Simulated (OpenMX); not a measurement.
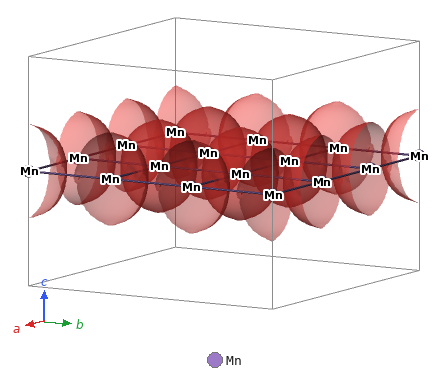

Figure. Mn. Isosurfaces of the magnetisation density (up minus down) at +0.08 (red) and −0.08 e/Å³ (blue), seen at an oblique angle. Sticks mark near contacts.

Spin-polarised.

Theory: OpenMX, Kohn-Sham DFT of a periodic cell, PBE, OpenMX 2013 PBE set.

The density is the valence pseudo-density of a pseudopotential calculation; it isn't the true density close to the nuclei.

Which atoms carry the moments, and with what signs?

The spin density sits on Mn: +4.2 μB in one cell of 1 atoms: a single local moment. The cell of the calculation (1 atoms) carries 4.2 μB of net spin moment. Only one sign reaches the isovalue.
